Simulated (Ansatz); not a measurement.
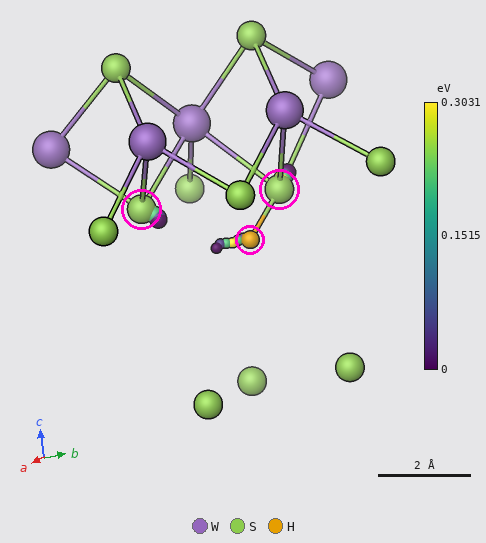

NEB run on a defect cell of composition HW4S8 (cell charge −1) (13 atoms in the cell). Images are numbered from 0 (start) to 6 (end). The start is drawn whole; smaller spheres mark the moving atoms (S, H) in the later images, joined by lines and coloured by the energy of the image relative to the start. Style: ball-and-stick. Shown: the atoms within 4.6 Å of the middle of the path, slightly off an axis. The atoms that move most are ringed. Bonds to atoms that aren't drawn are left out.

The calculation used Ansatz, DFT PBE, scalar-relativistic, plane waves, PAW.

Input
```yaml
crystal:
  lattice:
    - [3.187747326, -5.5213403304, 0.0]
    - [-3.187747326, -5.5213403304, 0.0]
    - [0.0, -3.6808935536, -7.4744493696]
  atoms:
    - { symbol: W, position: [0.4862813956, 0.4978353506, 1.0155285254] }
    - { symbol: W, position: [0.0013917069, 0.4963120358, 0.9898373846] }
    - { symbol: W, position: [0.4937389349, 0.0023180689, 0.9990987251] }
    - { symbol: W, position: [0.0013911867, 0.0099286777, 0.9898396025] }
    - { symbol: S, position: [0.8993981515, 0.906438351, 0.7851959573] }
    - { symbol: S, position: [0.4132984428, 0.8882933046, 0.7911494555] }
    - { symbol: S, position: [0.9577880256, 0.3944620309, 0.750749239] }
    - { symbol: S, position: [0.4132985769, 0.4047321894, 0.7911540478] }
    - { symbol: S, position: [0.764031801, 0.7653381067, 0.2027627686] }
    - { symbol: S, position: [0.2498583991, 0.7742198928, 0.2114450471] }
    - { symbol: S, position: [0.7638647602, 0.2632903615, 0.2070240858] }
    - { symbol: S, position: [0.2498592672, 0.2619494008, 0.2114393888] }
    - { symbol: H, position: [0.2061507721, 0.3286205965, 0.6340731023] }
total_charge: -1
basis:
  ecutwfc: 420
  xc_grid: 2
kpoints:
  mp_grid: { grid: [3, 3, 3], shift: [0.0, 0.0, 0.0] }
hamiltonian:
  xc: pbe
scf:
  occupations: { method: gaussian, width: 0.02 }
output:
  forces: true
neb:
  images: 5
  f_tol: 0.05
  max_iterations: 70
  order_check: false
  final_atoms:
    - { symbol: W, position: [0.4978353506, 0.4862813956, 1.0155285254] }
    - { symbol: W, position: [0.0023180689, 0.4937389349, 0.9990987251] }
    - { symbol: W, position: [0.4963120358, 0.0013917069, 0.9898373846] }
    - { symbol: W, position: [0.0099286777, 0.0013911867, 0.9898396025] }
    - { symbol: S, position: [0.906438351, 0.8993981515, 0.7851959573] }
    - { symbol: S, position: [0.3944620309, 0.9577880256, 0.750749239] }
    - { symbol: S, position: [0.8882933046, 0.4132984428, 0.7911494555] }
    - { symbol: S, position: [0.4047321894, 0.4132985769, 0.7911540478] }
    - { symbol: S, position: [0.7653381067, 0.764031801, 0.2027627686] }
    - { symbol: S, position: [0.2632903615, 0.7638647602, 0.2070240858] }
    - { symbol: S, position: [0.7742198928, 0.2498583991, 0.2114450471] }
    - { symbol: S, position: [0.2619494008, 0.2498592672, 0.2114393888] }
    - { symbol: H, position: [0.3286205965, 0.2061507721, 0.6340731023] }
```

Run as
```bash
ansatz run input.yaml --threads 4 --pin off --max-ram 10240MiB --backend cpu --events-out ev --progress --plain --runs-dir out
```

### Describe the path and its energy.

The H atom travels furthest, 0.78 Å from end to end, along [1 −1 0], on a path that bends up to 0.10 Å away from the straight line. It doesn't move alone: S (0.43 Å), S (0.43 Å) move with it. Breaking: H–S (1.45 → 2.48 Å). Forming: H–S (2.48 → 1.45 Å). The barrier is about 0.30 eV in both directions, with image 3 at the top; the ends have the same energy. The band is converged.

Limits of the set-up: the periodic images lie only 6.4 Å apart, so the values are limited by the cell's size; the cell is charged, on a uniform background, and energies carry no finite-size correction.

The run took 110 s on 4 threads of Intel(R) Xeon(R) 6975P-C (Granite Rapids) (shared host), peak memory 1.7 GiB.
